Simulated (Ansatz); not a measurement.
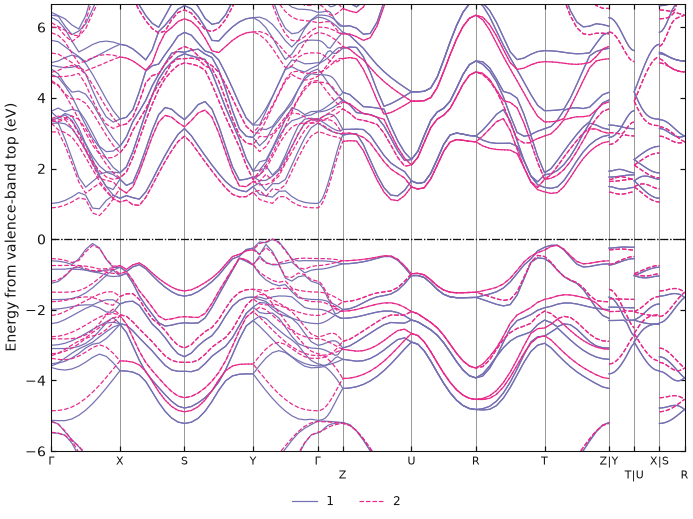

Band structures of SnSe, space group Pnma (No. 62), 8 atoms in the cell (a = 11.42 Å, b = 4.19 Å, c = 4.46 Å, α = 90.00°, β = 90.00°, γ = 90.00°), by two methods on the same cell. Each is counted from its own valence-band top.

Question: Which curve is which? The methods: r2SCAN, BLYP.

Answer: 1 is r2SCAN; 2 is BLYP. r2SCAN gives a gap of 0.86 eV along the path and BLYP gives a gap of 0.67 eV along the path.

Settings. r2SCAN: Ansatz PAW, no spin polarisation, no spin-orbit coupling, 3×6×6 k mesh, 500 eV cutoff, Fermi-Dirac smearing of 0.05 eV (Ansatz 0.2.0). BLYP: Ansatz PAW, no spin polarisation, no spin-orbit coupling, 3×6×6 k mesh, 420 eV cutoff, Fermi-Dirac smearing of 0.05 eV (Ansatz 0.2.0).

Points of the k mesh that the path doesn't sample narrow the gap to 0.82 eV (r2SCAN). In reduced coordinates of the cell that was run, X is (0, 0.5, 0), S is (0, 0.5, 0.5), Y is (0, 0, 0.5), Z is (0.5, 0, 0), U is (0.5, 0.5, 0), R is (0.5, 0.5, 0.5) and T is (0.5, 0, 0.5). The cell is at 7 GPa in BLYP and 1 GPa in r2SCAN. Spin-orbit coupling is left out, which matters for Sn and Se. The PAW data sets were made with another functional. LDA, GGA and most meta-GGA functionals understate gaps.
